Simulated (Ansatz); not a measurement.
**Run report: Lu, geometry relaxation**

- system: Lu (P6/mmm, 1 atom in the cell)
- method: DFT, PBE, PAW with Ansatz's default frozen-core files, scalar-relativistic, no spin polarisation (Ansatz 0.2.0)

Its volume is 0.40 times that of the source entry. It belongs to a series of runs on one base structure; here: shape and atoms relaxed at 0.4 of the volume. Figures and captions count atoms from 1; the log counts them from 0 in places.

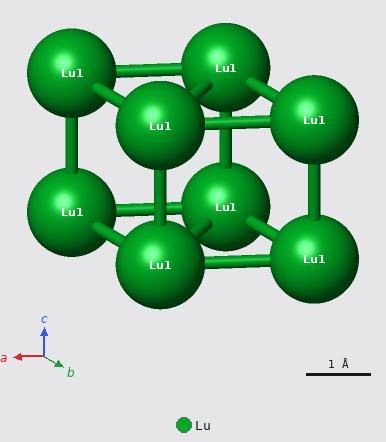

**Figure 1.** The starting structure (ball-and-stick view of the cell of the calculation, seen at an oblique angle; atoms are numbered from 1 in the order of the input). An atom can appear more than once, as a periodic image.

## The input
```yaml
crystal:
  lattice:
    - [2.4375623928, 0.0, 0.0]
    - [-1.2187811964, 2.1109909554, 0.0]
    - [0.0, 0.0, 2.4105175793]
  atoms:
    - { symbol: Lu, position: [0.0, 0.0, 0.0] }
kpoints:
  mp_grid: { grid: [13, 13, 12] }
scf:
  occupations: { method: fermi_dirac, width: 0.08 }
hamiltonian:
  xc: pbe
  pseudopotentials: { kind: paw }
output:
  forces: true
  stress: true
  write_density: true
  write_potential: true
  elf: true
  volumetric_format: npy
relax:
  f_tol: 0.005
  max_steps: 30
  cell: { stress_tol: 0.75, fix: [volume] }
```

Run as:
```bash
ansatz run input.yaml --threads 1 --pin off --max-ram 2048MiB --backend cpu --events-out ev --progress --plain --runs-dir out
```

## What the program printed
```
Engine: ansatz 0.2.0, aarch64-unknown-linux-gnu
Pseudopotentials: kind: paw
Pseudopotential: Lu, paw, valence charge 25, recommended cutoff 420 eV (normal), Lu.paw.azcp
Functional definition: PBE
  parameter kappa = 0.804
  parameter beta = 0.06672455060314922
  exchange = pbe_x(kappa = kappa, mu = beta*pi^2/3)
  correlation = pbe_c(beta = beta)
Crystal: 1 atoms, lattice volume = 12.404 Å³
Basis set: ecut = 420 eV, 231 PW (Γ), exchange–correlation on 36×36×36 points (8 copies of the dense FFT grid, shifted against one another)
Bands: 17, of which v1, the nominal top of the filled ones, is band 13 counted from 1 (12 counted from 0)
Symmetry: 24 space group operations
Space group: P6/mmm (ITA 191), of the structure as read, at distance tolerance 2.3e-5 Å
k-points: 147 of 2028
Non-local potential: Lu, projectors of the file, l = 0: 3, l = 1: 2, l = 2: 2, l = 3: 3
PAW form: soft (Blöchl's): semilocal exchange-correlation on the pseudo side does not see the compensation charge
PAW one-centre angular grid: Lu, 590 points (default); XC on 64 Gauss nodes
Initial density: superposition of atomic densities (neutral atoms: chi_scale 0, normalization atom), corrected by the library's trained network
Initial wavefunctions: pseudopotential atomic-orbital guess
Functional: x = pbe(κ = 0.804, μ = 0.2195149727645171), c = pbe(β = 0.06672455060314922)
SCF iter   1: F=—  HF=-14727.293563 eV  |F-HF|=—  |Δ(HF+E_count)|=         —  Δρ=3.59e-2  dr2=7.91e-2  ethr=1.77e-3  ⟨swp⟩=11.7  Hψ=21840  notcnv=0  defer=1
preconditioner: auto → none  [metal: Δε(μ)=0.039 eV  Ē_g=17.943 eV  σ=0.080 eV  W_gap=0.12  n_scr=8 (ndim 8)  ℏωp=50.6 eV  f_vac=0.000  D(μ)=1.17/eV (n_scr^D=20)  sad-step TF]
SCF iter   2: F=—  HF=-14727.293711 eV  |F-HF|=—  |Δ(HF+E_count)|=   1.48e-4  Δρ=2.33e-2  dr2=3.44e-2  ethr=3.16e-4  ⟨swp⟩=2.7  Hψ=5585  notcnv=0  defer=3
SCF iter   3: F=—  HF=-14727.292591 eV  |F-HF|=—  |Δ(HF+E_count)|=   1.12e-3  Δρ=2.09e-3  dr2=9.54e-5  ethr=1.38e-4  ⟨swp⟩=3.1  Hψ=5217  notcnv=0  defer=5
SCF iter   4: F=—  HF=-14727.292973 eV  |F-HF|=—  |Δ(HF+E_count)|=   3.82e-4  Δρ=7.39e-4  dr2=3.55e-5  ethr=3.82e-7  ⟨swp⟩=4.5  Hψ=7255  notcnv=0  defer=4
SCF iter   5: F=—  HF=-14727.292969 eV  |F-HF|=—  |Δ(HF+E_count)|=   3.67e-6  Δρ=4.75e-4  dr2=1.71e-5  ethr=1.42e-7  ⟨swp⟩=3.6  Hψ=6208  notcnv=0  defer=4
SCF iter   6: F=—  HF=-14727.292953 eV  |F-HF|=—  |Δ(HF+E_count)|=   1.64e-5  Δρ=1.30e-4  dr2=5.91e-7  ethr=6.85e-8  ⟨swp⟩=3.3  Hψ=5861  notcnv=0  defer=4
SCF iter   7: F=-14727.292953 eV  HF=-14727.292953 eV  |F-HF|=2.71e-8  |Δ(HF+E_count)|=   5.97e-8  Δρ=1.86e-5  dr2=2.06e-8  ethr=4.00e-10  ⟨swp⟩=17.2  Hψ=33886  notcnv=0
SCF 1 converged in 7 iterations: F = -14727.292953 eV  dr2 = 2.06e-8
  greatest PAW one-centre occupation: 0.999 electrons in one spin orbital (limit 2), on the Lu atom at site 0 (counted from 0), in its partial waves of l = 0
relax step   1: F+E_penalty+E_count = -14727.29295273 eV  Δ(F+E_penalty+E_count) = +0.000e0 eV  max|allowed force component| = 0.000e0 eV/Å  Δτ_max = 0.0000 Å  P = +177.439 GPa  Ω = 12.404 Å³  fix = [volume]  reactions: volume +177.439 GPa  (7 SCF iters, dr2 threshold 1.00e-7 eV, accepted)
Basis set: ecut = 420 eV, 229 PW (Γ), exchange–correlation on 36×36×36 points (8 copies of the dense FFT grid, shifted against one another)
Initial density: handed on by an earlier stage of this run
Initial wavefunctions: those handed on with the density
iter 1 solved again at ethr=6.41e-6 eV; its pass at ethr=3.10e-3 eV (dr2=1.60e-3 eV) is discarded
SCF iter   1: F=—  HF=-14727.317875 eV  |F-HF|=—  |Δ(HF+E_count)|=         —  Δρ=4.55e-3  dr2=2.03e-3  ethr=6.41e-6  ⟨swp⟩=4.0  Hψ=24367  notcnv=0
preconditioner: auto → none  [metal: Δε(μ)=0.017 eV  Ē_g=17.997 eV  σ=0.080 eV  W_gap=0.05  n_scr=8 (ndim 8)  ℏωp=50.6 eV  f_vac=0.000  D(μ)=1.27/eV (n_scr^D=20)]
SCF iter   2: F=—  HF=-14727.317235 eV  |F-HF|=—  |Δ(HF+E_count)|=   6.41e-4  Δρ=1.65e-3  dr2=1.22e-4  ethr=6.41e-6  ⟨swp⟩=2.5  Hψ=4226  notcnv=0
SCF iter   3: F=—  HF=-14727.317205 eV  |F-HF|=—  |Δ(HF+E_count)|=   3.00e-5  Δρ=3.57e-4  dr2=6.15e-6  ethr=4.89e-7  ⟨swp⟩=2.8  Hψ=5125  notcnv=0
SCF iter   4: F=—  HF=-14727.317191 eV  |F-HF|=—  |Δ(HF+E_count)|=   1.36e-5  Δρ=2.87e-4  dr2=5.67e-6  ethr=2.46e-8  ⟨swp⟩=3.9  Hψ=6916  notcnv=0
SCF iter   5: F=—  HF=-14727.317188 eV  |F-HF|=—  |Δ(HF+E_count)|=   3.18e-6  Δρ=1.08e-4  dr2=6.61e-7  ethr=2.27e-8  ⟨swp⟩=3.4  Hψ=5625  notcnv=0
SCF iter   6: F=-14727.317188 eV  HF=-14727.317188 eV  |F-HF|=1.12e-7  |Δ(HF+E_count)|=   1.74e-7  Δρ=3.42e-5  dr2=7.67e-8  ethr=4.00e-10  ⟨swp⟩=14.2  Hψ=29080  notcnv=0
SCF 2 converged in 6 iterations: F = -14727.317188 eV  dr2 = 7.67e-8
  Residual-converged pass: ⟨swp⟩=1.1  Hψ=3099  notcnv=0  max |occ|·‖R‖ = 7.1e-9 eV (tolerance 1.0e-8 eV)  dr2=7.67e-8  dr2_onsite=7.91e-8  max |Δocc| = 2.4e-13
relax step   2: F+E_penalty+E_count = -14727.31718768 eV  Δ(F+E_penalty+E_count) = -2.423e-2 eV  max|allowed force component| = 0.000e0 eV/Å  Δτ_max = 0.0000 Å  P = +177.535 GPa  Ω = 12.404 Å³  energy of the carried Pulay correction = -1.573e-5 eV  fix = [volume]  reactions: volume +177.535 GPa  (6 SCF iters, dr2 threshold 1.00e-7 eV, accepted)
iter 1 solved again at ethr=2.20e-6 eV; its pass at ethr=3.10e-3 eV (dr2=5.49e-4 eV) is discarded
SCF iter   1: F=—  HF=-14727.319077 eV  |F-HF|=—  |Δ(HF+E_count)|=         —  Δρ=1.54e-3  dr2=2.20e-4  ethr=2.20e-6  ⟨swp⟩=4.4  Hψ=22443  notcnv=0
preconditioner: auto → none  [metal: Δε(μ)=0.048 eV  Ē_g=17.961 eV  σ=0.080 eV  W_gap=0.15  n_scr=8 (ndim 8)  ℏωp=50.6 eV  f_vac=0.000  D(μ)=1.24/eV (n_scr^D=20)]
SCF iter   2: F=—  HF=-14727.319009 eV  |F-HF|=—  |Δ(HF+E_count)|=   6.74e-5  Δρ=5.82e-4  dr2=1.55e-5  ethr=8.78e-7  ⟨swp⟩=2.4  Hψ=4295  notcnv=0
SCF iter   3: F=—  HF=-14727.318992 eV  |F-HF|=—  |Δ(HF+E_count)|=   1.72e-5  Δρ=1.90e-4  dr2=2.64e-6  ethr=6.22e-8  ⟨swp⟩=3.6  Hψ=6108  notcnv=0
SCF iter   4: F=—  HF=-14727.318990 eV  |F-HF|=—  |Δ(HF+E_count)|=   2.08e-6  Δρ=1.04e-4  dr2=5.41e-7  ethr=1.05e-8  ⟨swp⟩=3.8  Hψ=6799  notcnv=0
SCF iter   5: F=-14727.318990 eV  HF=-14727.318990 eV  |F-HF|=2.42e-8  |Δ(HF+E_count)|=   6.73e-8  Δρ=2.71e-5  dr2=2.60e-8  ethr=4.00e-10  ⟨swp⟩=11.9  Hψ=28061  notcnv=0
SCF 3 converged in 5 iterations: F = -14727.318990 eV  dr2 = 2.60e-8
relax step   3: F+E_penalty+E_count = -14727.31898996 eV  Δ(F+E_penalty+E_count) = -1.802e-3 eV  max|allowed force component| = 0.000e0 eV/Å  Δτ_max = 0.0000 Å  P = +177.425 GPa  Ω = 12.404 Å³  energy of the carried Pulay correction = -2.106e-5 eV  fix = [volume]  reactions: volume +177.425 GPa  (5 SCF iters, dr2 threshold 1.00e-7 eV, accepted)
Basis set: ecut = 420 eV, 229 PW (Γ), exchange–correlation on 36×36×32 points (8 copies of the dense FFT grid, shifted against one another)
Initial wavefunctions: pseudopotential atomic-orbital guess (no wavefunctions were taken with the density)
iter 1 solved again at ethr=3.91e-7 eV; its pass at ethr=3.10e-3 eV (dr2=9.78e-5 eV) is discarded
SCF iter   1: F=—  HF=-14727.319143 eV  |F-HF|=—  |Δ(HF+E_count)|=         —  Δρ=1.43e-4  dr2=2.04e-7  ethr=3.91e-7  ⟨swp⟩=6.0  Hψ=31846  notcnv=0
preconditioner: auto → none  [metal: Δε(μ)=0.048 eV  Ē_g=17.959 eV  σ=0.080 eV  W_gap=0.15  n_scr=8 (ndim 8)  ℏωp=50.6 eV  f_vac=0.000  D(μ)=1.24/eV (n_scr^D=20)]
SCF iter   2: F=—  HF=-14727.319096 eV  |F-HF|=—  |Δ(HF+E_count)|=   4.70e-5  Δρ=7.53e-5  dr2=6.09e-8  ethr=8.14e-10  ⟨swp⟩=4.6  Hψ=7756  notcnv=0
SCF iter   3: F=—  HF=-14727.319096 eV  |F-HF|=—  |Δ(HF+E_count)|=   5.08e-7  Δρ=2.25e-5  dr2=1.99e-8  ethr=2.44e-10  ⟨swp⟩=3.3  Hψ=5865  notcnv=0
SCF iter   4: F=—  HF=-14727.319097 eV  |F-HF|=—  |Δ(HF+E_count)|=   2.79e-8  Δρ=1.26e-5  dr2=1.27e-8  ethr=7.94e-11  ⟨swp⟩=3.7  Hψ=6532  notcnv=0
SCF iter   5: F=-14727.319097 eV  HF=-14727.319097 eV  |F-HF|=2.32e-9  |Δ(HF+E_count)|=   9.78e-9  Δρ=4.23e-6  dr2=1.23e-9  ethr=9.00e-12  ⟨swp⟩=13.9  Hψ=29175  notcnv=0
SCF 4 converged in 5 iterations: F = -14727.319097 eV  dr2 = 1.23e-9
relax step   4: F+E_penalty+E_count = -14727.31909650 eV  Δ(F+E_penalty+E_count) = -1.065e-4 eV  max|allowed force component| = 0.000e0 eV/Å  Δτ_max = 0.0000 Å  P = +177.438 GPa  Ω = 12.404 Å³  fix = [volume]  reactions: volume +177.438 GPa  stress off target by 3.00e-1 GPa on what of the cell is left free  SCF on the basis re-selected at this cell (its energy is not comparable with the rows above)  (5 SCF iters)
```

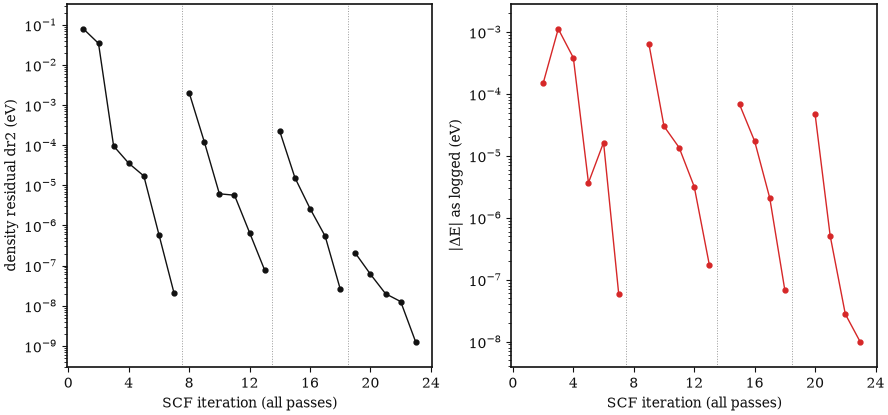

**Figure 2.** Convergence of the self-consistent field: density residual dr2 and size of the energy change against the SCF iteration. The dotted lines part the SCF passes of the relaxation: geometry steps, rejected trials and re-solves on a re-selected basis. The passes take 7, 6, 5 and 5 iterations.

```
basis re-selected at this cell: Δ(F+E_penalty+E_count) = -1.065e-4 eV, ΔP = +0.013 GPa vs the last step (what re-selecting the basis moved, of the pressure what is left beyond the Pulay correction that the steps carried, after the strain that the cell walked since its last selection, with what the two solves' SCF thresholds leave and, on support functions, any second-order correction that the steps lacked; it is no measure of the basis error at this ecutwfc). The dense FFT grid was sized anew with the basis: this SCF ran on 18×18×16 points, the steps before it on 18×18×18, so part of this shift can come from that change (see relax.cell in the input reference). This SCF's stress stands 3.00e-1 GPa from its target on what of the cell is left free (relax.cell.stress_tol is 7.50e-1 GPa) and its largest allowed force component is 0.00e0 eV/Å (relax.f_tol is 5.00e-3 eV/Å): within both
SCF converged after 5 iterations
Free energy (F): -14727.319097 eV
Harris-Foulkes:  -14727.319097 eV  (|F-HF|=2.32e-9)
Internal energy: -14727.294044 eV  (E = F + TS)
E sigma→0 (E₀):  -14727.306570 eV
Entropy (-TS):   -0.025053 eV (-25.053 meV/atom)
Fermi energy:    33.587326 eV
--- Per-component energies (eV) ---
  E_band       = 492.692798
  E_kinetic    = 455.399664
  E_local      = -4576.238965  (includes V_loc(G=0)·N_el)
  E_nonlocal   = 577.713605
  E_hartree    = 1986.284993
  E_xc         = -230.335500
  E_vxc        = -274.782953  (∫ρ·V_xc dr)
  E_paw        = -7379.903745  (= ΣΔE_a)
  E_vpaw       = 338.033348  (= ΣTr[D̂ρ^β])
  E_aug_tail   = 0.000033  (compensation charges beyond the density's cutoff)
  E_ewald      = -5560.214128
  E_smearing   = -0.025053  (= −TS)
  E_closure    = -0.000000  (closes the sum)
  Σ components = -14727.319097   (vs F -14727.319097, Δ=0.00e0)
--- Forces (eV/Å), atoms counted from 1 ---
  atom   1  Lu    -0.00000000    -0.00000000     0.00000000
  max |Σ_I F_I| component: 6.57e-32 eV/Å
--- Stress (GPa, compression-positive) ---
      177.588437       0.000000       0.000000
        0.000000     177.588437       0.000000
        0.000000       0.000000     177.137934
  P = ⅓ Tr σ = 177.4383 GPa (1774.383 kbar)
--- Band table (eV; the first three rows and the last of 147) ---
  k-point 0: bands = ["-23.2888", "9.0687", "9.2501", "9.2501", "27.1455", "28.1390", "28.8039", "28.8039", "28.9088", "28.9088", "28.9836", "29.2903", "30.6715", "36.2691", "36.2691", "48.4990", "48.4990"]
  k-point 1: bands = ["-23.2366", "8.5294", "9.2921", "9.2921", "27.5711", "28.1464", "28.8256", "28.8256", "28.8293", "28.8910", "28.8910", "29.2906", "31.4040", "36.3843", "36.3843", "47.5870", "47.5870"]
  k-point 2: bands = ["-23.0914", "7.2112", "9.4083", "9.4083", "28.1667", "28.2700", "28.8438", "28.8438", "28.8455", "28.8890", "28.8890", "29.2916", "33.2963", "36.7085", "36.7085", "45.6121", "45.6121"]
  k-point 146: bands = ["-21.3669", "4.6507", "5.4808", "6.2447", "27.8159", "28.0811", "28.5643", "28.7180", "28.9943", "29.0076", "29.1005", "30.0287", "31.1898", "38.1830", "40.1848", "49.9338", "53.3263"]
--- Relaxed structure (3 steps of the walk, 3 accepted, 1 SCFs on fresh bases) ---
  F+E_penalty+E_count = -14727.31909650 eV   max|allowed force component| = 0.000e0 eV/Å   (the final SCF, on the basis selected at the relaxed cell)
  cell:  # Å, volume = 12.4037 Å³
    - [2.4716153903145477, 2.595904575993419e-32, 3.4392355547829467e-32]
    - [-1.2358076951572738, 2.140481716396989, -9.819536292536291e-33]
    - [3.401077153467618e-32, 8.423306561905062e-33, 2.344552721778798]
  atoms:
    - { symbol: Lu, position: [0.0, 0.0, 0.0] }
```

## File v_z.tsv
```
# z_ang	v_es[eV]	v_tot[eV]
# format = ansatz-planar-average/11
# xc	pbe
# density_cutoff_ev	1680
# datasets	Lu=:simpson_from_first_knot:soft
# lattice	2.471615390	0.000000000	0.000000000
# lattice	-1.235807695	2.140481716	-0.000000000
# lattice	0.000000000	0.000000000	2.344552722
# sites	1
# site	71	0.000000000	0.000000000	0.000000000
0.000000	1.884139e-1	-1.815779e1
0.146535	1.476112e0	-1.658959e1
0.293069	5.079752e0	-1.211698e1
0.439604	1.029709e1	-5.609913e0
0.586138	1.619882e1	1.821199e0
0.732673	2.181135e1	8.833433e0
0.879207	2.617474e1	1.430617e1
1.025742	2.863757e1	1.734247e1
1.172276	2.934790e1	1.808851e1
1.318811	2.863757e1	1.734247e1
1.465345	2.617474e1	1.430617e1
1.611880	2.181135e1	8.833433e0
1.758415	1.619882e1	1.821199e0
1.904949	1.029709e1	-5.609913e0
2.051484	5.079752e0	-1.211698e1
2.198018	1.476112e0	-1.658959e1
```

## Trajectory as extended XYZ (Å, eV, eV/Å), 4 frames, from step=1 to step=4
```
1
Lattice="2.4376 0.0000 0.0000 -1.2188 2.1110 0.0000 0.0000 0.0000 2.4105" Properties=species:S:1:pos:R:3:forces:R:3 step=1 energy=-14727.29295 pressure_GPa=177.44
Lu    0.0000    0.0000    0.0000    0.0000   0.0000   0.0000
1
Lattice="2.4629 0.0000 0.0000 -1.2314 2.1329 0.0000 0.0000 0.0000 2.3613" Properties=species:S:1:pos:R:3:forces:R:3 step=2 energy=-14727.31719 pressure_GPa=177.53
Lu    0.0000    0.0000    0.0000    0.0000   0.0000   0.0000
1
Lattice="2.4716 0.0000 0.0000 -1.2358 2.1405 0.0000 0.0000 0.0000 2.3446" Properties=species:S:1:pos:R:3:forces:R:3 step=3 energy=-14727.31899 pressure_GPa=177.42
Lu    0.0000    0.0000    0.0000    0.0000   0.0000   0.0000
1
Lattice="2.4716 0.0000 0.0000 -1.2358 2.1405 0.0000 0.0000 0.0000 2.3446" Properties=species:S:1:pos:R:3:forces:R:3 step=4 energy=-14727.31910 pressure_GPa=177.44
Lu    0.0000    0.0000    0.0000    0.0000   0.0000   0.0000
```

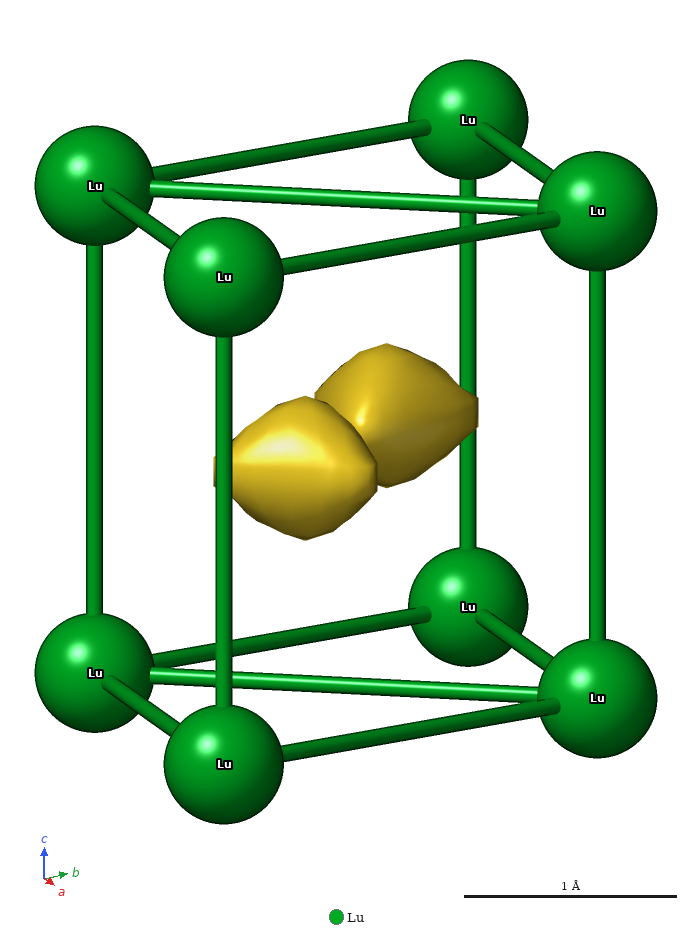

**Figure 3.** Isosurface of the ELF at 0.45 (yellow), seen slightly off an axis. Only the valence region is drawn (cores and ρ < 0.01 e/Å³ removed). Sticks mark near contacts. The outline is the cell set on symmetry axes. Values along the shortest contacts: Lu–Lu (2.34 Å): the ELF is about 0.15 at the midpoint (no shared electron pair). Lu–Lu (2.47 Å): the ELF is about 0.15 at the midpoint (no shared electron pair). In a PAW calculation such maps are meaningful between the atoms, not at the nuclei.

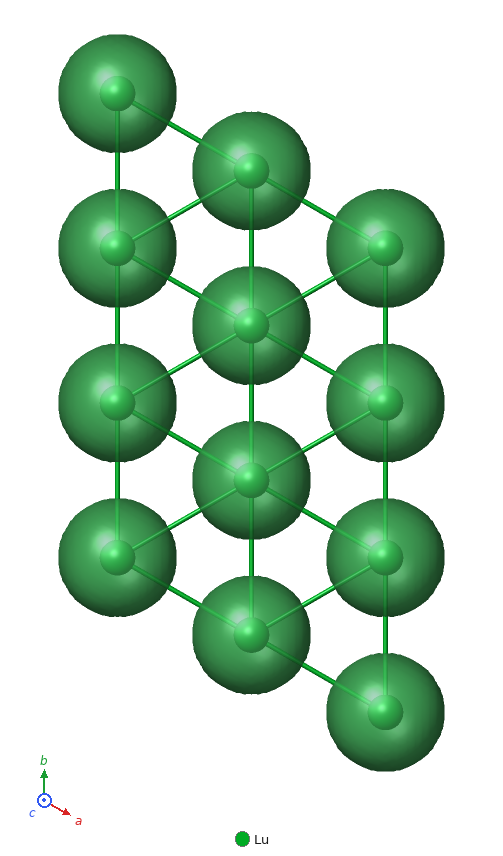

**Figure 4.** Isosurface of the valence charge density (pseudo) at 1 e/Å³ (green), seen along the c axis. Sticks mark near contacts. The outline is the cell set on symmetry axes. At this value the density breaks into separate islands; it holds about 85 % of the electrons treated as valence. It is pinched off along the Lu–Lu (2.34 Å) and Lu–Lu (2.47 Å) contacts. On the grid the lowest density along these lines, outside the cores, is 0.6 e/Å³ (Lu–Lu, 2.34 Å) and 0.5 e/Å³ (Lu–Lu, 2.47 Å).

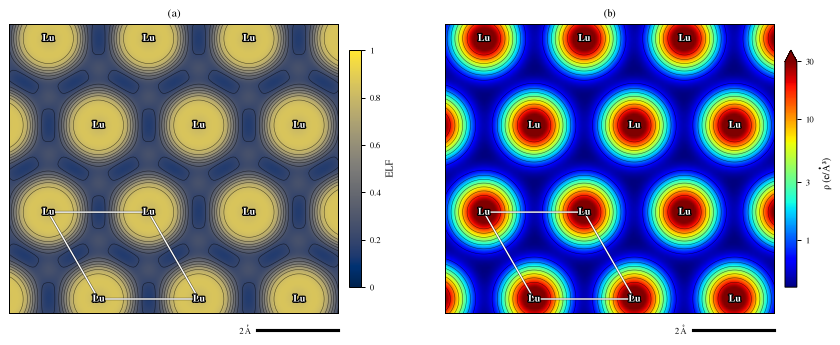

**Figure 5.** (a) electron localisation function; (b) valence charge density (pseudo) on the (001) plane of the conventional cell. The section cuts through Lu sites. Lu–Lu (2.47 Å): ρ is about 0.5 e/Å³ halfway; the ELF is about 0.15 at the midpoint; no localised pair between them. Away from the nuclei the density in this plane falls to 0.41 e/Å³ at its lowest. The strong features right at Lu lie inside the PAW spheres (semicore, d or f shells) and say nothing about bonding.

## Summary

```csv
quantity,value
outcome,converged
space group (tolerance 0.01 Å),P6/mmm (191)
electrons treated,25
free energy,−14727.3191 eV
Fermi energy,33.587 eV
pressure,177.44 GPa
final volume,12.40 Å³
largest force (length of the vector) at the end,under 0.001 eV/Å
final cell,"a = 2.472 Å, b = 2.472 Å, c = 2.345 Å, α = 90.00°, β = 90.00°, γ = 120.00°"
hardware,"1 thread of Arm Neoverse V1, 24 GiB of memory available, shared host"
wall time,14 s
peak memory,0.32 GiB
```

## Notes

The cell is under a pressure of 177 GPa at this level, so it is not at its equilibrium volume.
